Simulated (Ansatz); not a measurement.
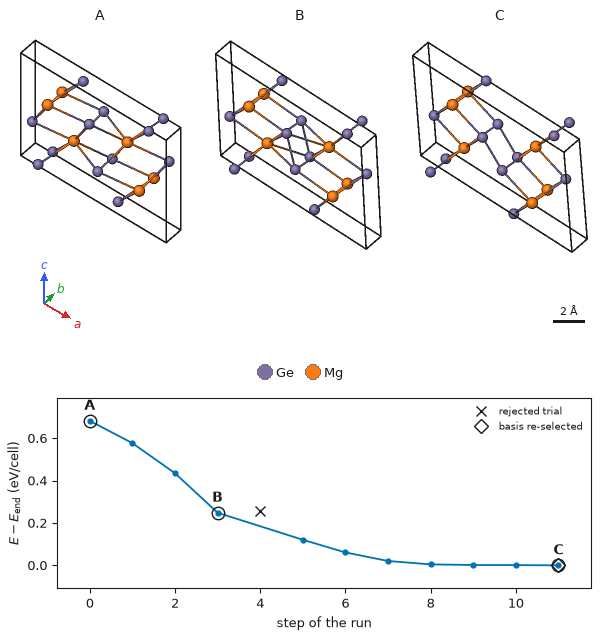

Frames of a relaxation of a crystal of MgGe$_{2}$ (set up in C2/m), marked on the history of the run. A ball-and-stick model of the conventional cell (2 times the calculation's cell), seen slightly off an axis. Lengths and directions refer to the drawn axes.

The run lets cell and atoms move.

These are results of Kohn-Sham DFT of a periodic cell, r2SCAN, Ansatz PAW (Ansatz 0.2.0), not measurements.

Input file:
```yaml
crystal:
  lattice:
    - [5.521485, -1.849846, 0.0]
    - [5.521485, 1.849846, 0.0]
    - [-3.217625, 0.0, 6.007774]
  atoms:
    - { symbol: Ge, position: [0.529234, 0.529234, 0.293621] }
    - { symbol: Ge, position: [0.470766, 0.470766, 0.706379] }
    - { symbol: Ge, position: [0.88039, 0.88039, 0.98544] }
    - { symbol: Ge, position: [0.11961, 0.11961, 0.01456] }
    - { symbol: Mg, position: [0.815286, 0.815286, 0.349253] }
    - { symbol: Mg, position: [0.184714, 0.184714, 0.650747] }
hamiltonian:
  xc: r2scan
  pseudopotentials: { kind: paw }
kpoints:
  mp_grid: { grid: [8, 8, 5] }
scf:
  occupations: { method: fermi_dirac, width: 0.05 }
output:
  forces: true
  stress: true
  eigenvalues: true
  write_density: true
  write_potential: true
  elf: true
  volumetric_format: npy
relax:
  f_tol: 0.01
  max_steps: 40
  cell: { stress_tol: 0.05 }
```

Launched with:
```bash
ansatz run input.yaml --threads 2 --pin off --max-ram 5632MiB --backend cpu --events-out ev --progress --plain --runs-dir out
```

Question: What happens along the run?

Answer: After 9 accepted moves (11 points after the start) the energy has fallen by 0.682 eV per cell of the calculation. Largest force component: 0.32 eV/Å at the start, 0.0056 eV/Å at the end. The pressure goes from −2.36 to 0.00 GPa. The line search rejected the trial step at point 4 of the run. The SCF was repeated once at an unchanged geometry on a basis and grid sized afresh for the cell, which shifted the energy by 1.1 meV per cell of the calculation at most. The largest moves relative to the cell, 0.71 Å, are those of Ge atoms. By element the largest moves are Ge 0.71 Å, Mg 0.66 Å. The volume changes by +0.3 %, with a 11.043 → 11.680 Å (+5.8 %), b 3.700 → 3.856 Å (+4.2 %), c 6.815 → 6.633 Å (−2.7 %), β 118.2° → 124.5°. Some distances before and after: Ge–Ge 3.169 → 2.492 Å, Ge–Mg 3.161 → 3.711 Å, Ge–Ge 2.697 → 2.495 Å, Ge–Mg 2.999 → 2.869 Å. New bonds form, among them: Ge–Ge (3.17 → 2.49 Å). Bond angles that change, for instance: Ge–Mg–Ge 124.4° → 179.7°, Ge–Ge–Mg 126.9° → 167.7°, Ge–Mg–Ge 115.7° → 83.7°. The space group stays C2/m (No. 12). The run took 6.9 min on 2 threads of Arm Neoverse V2, with other jobs on the host, peak memory 1.2 GiB. From step 0 to 3: Ge atoms move most (0.38 Å), volume −3.2 %, energy −0.434 eV per cell of the calculation. From step 3 to 11: Mg atoms move most (0.38 Å), volume +3.6 %, energy −0.248 eV per cell of the calculation.
